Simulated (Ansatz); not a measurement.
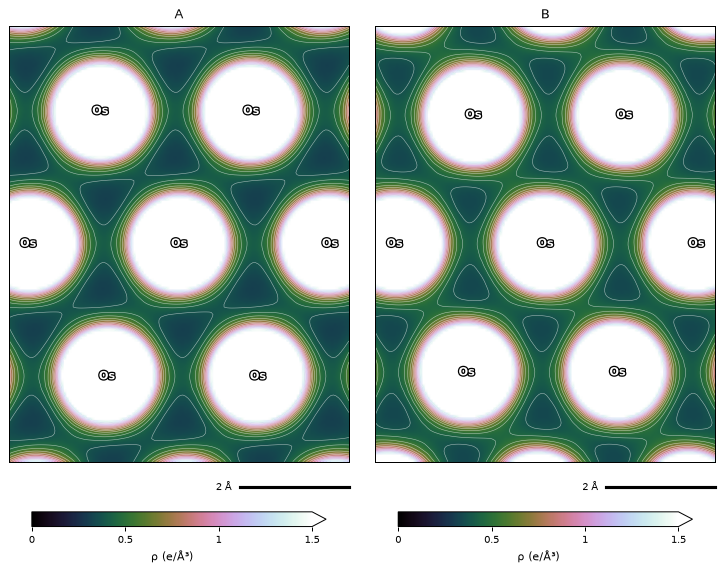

Os. The valence pseudo-density of two cells that differ in size and shape, on the (001) plane of each (indices in the axes of the calculation cell), at one length scale and on one colour scale: A has 15.4 Å³ an atom and B 14.7.

Space group I4/mmm; computed without spin polarisation.

Computed with Ansatz, DFT r2SCAN, scalar-relativistic, plane waves, PAW.

The density is the valence pseudo-density of a PAW calculation; it isn't the true density close to the nuclei.

The larger cell:

```
Os
1.0
     0.00000    2.00335    1.91582
     2.00335    0.00000    1.91582
     2.00335    2.00335    0.00000
Os
1
Direct
  0.00000 0.00000 0.00000
```

The smaller cell: a = 2.772 Å, b = 2.772 Å, c = 2.709 Å, α = 60.74°, β = 60.74°, γ = 58.51°.

Q: What does the compression do to the bonding and the properties?

A: From the larger cell to the smaller, Os–Os goes from 2.77 to 2.71 Å, and the density at its midpoint from 0.41 to 0.46 e/Å³; the pressure goes from −30 to −16 GPa.
